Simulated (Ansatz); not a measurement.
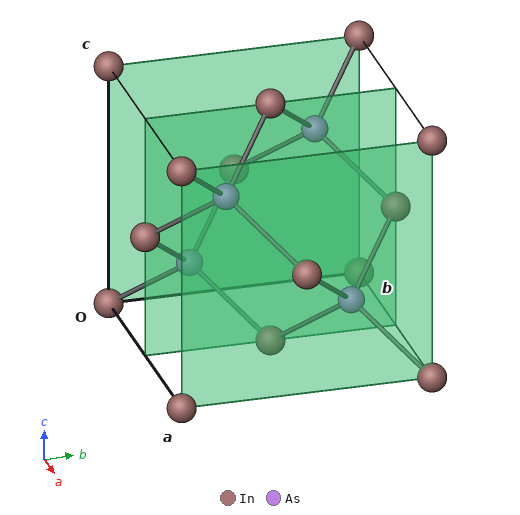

For InAs, a calculation's input that goes back to an entry of the Crystallography Open Database (an earlier step may have relaxed or displaced it): every member of one family of equally spaced planes, hx + ky + lz = a whole number, that cuts the unit cell is shaded (one member passes through the origin O). Geometry calculated from the standardised cell; symmetry tolerance 0.002 Å.

a = 6.048 Å, b = 6.048 Å, c = 6.048 Å, α = 90.00°, β = 90.00°, γ = 90.00°.

**Index the planes.**

(2 0 0); the opposite sign names the same planes. The member next to the origin meets the axes a at 1/2, b never, c never.

**What is the spacing?**

d = 3.024 Å.

**Which atoms of the cell lie in these planes (within 0.03 Å)?**

all 4 In.
